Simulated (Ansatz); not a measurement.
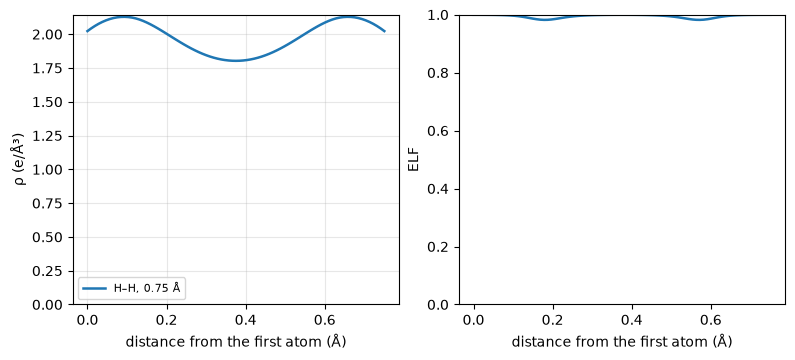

*H. Valence electron density and ELF along straight lines between neighbouring atoms. Thin, pale parts lie inside the atomic spheres.*

Space group I4/mmm; a structure from a database of computed crystals, not necessarily the ambient phase.

These are results of DFT PBE, scalar-relativistic, plane waves, PAW (Ansatz 0.2.0), not measurements.

The density is the valence pseudo-density of a PAW calculation; it isn't the true density close to the nuclei.

```
H
1.0
     3.70974    0.00000    0.00000
     0.00000    3.70974    0.00000
     0.00000    0.00000    4.57113
H
4
Direct
  0.00000 0.00000 0.91789
  0.50000 0.50000 0.41789
  0.00000 0.00000 0.08211
  0.50000 0.50000 0.58211
```

**What can be read from the curves?**

H–H (0.75 Å): ρ at the midpoint is about 1.8 e/Å³; the ELF peaks at about 1 between the atoms.
